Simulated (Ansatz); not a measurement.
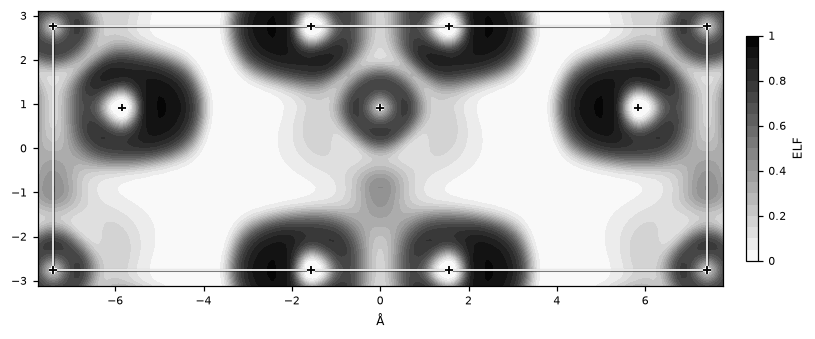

The ELF on a plane through atoms (crosses mark nuclei in the plane).

Computed with Ansatz 0.2.0, DFT PBE, scalar-relativistic, plane waves, PAW.

Candidates:
A. MoS2, a = 3.19 Å, b = 3.19 Å, c = 14.81 Å, α = 90.00°, β = 90.00°, γ = 120.00°. Space group P6₃/mmc; a structure from a database of computed crystals, not necessarily the ambient phase; computed without spin polarisation.
B. CdTe, a = 6.62 Å, b = 6.62 Å, c = 6.62 Å, α = 90.00°, β = 90.00°, γ = 90.00°. Space group F-43m; a structure from a database of computed crystals, not necessarily the ambient phase.

Q: Which system is this?

A: Candidate A: MoS2 on the (110) plane of the conventional cell, which holds Mo and S. Mo–S (2.41 Å): the ELF peaks at about 0.85 in the valence shell of S, 0.8 Å from its nucleus, and is about 0.45 at the midpoint.
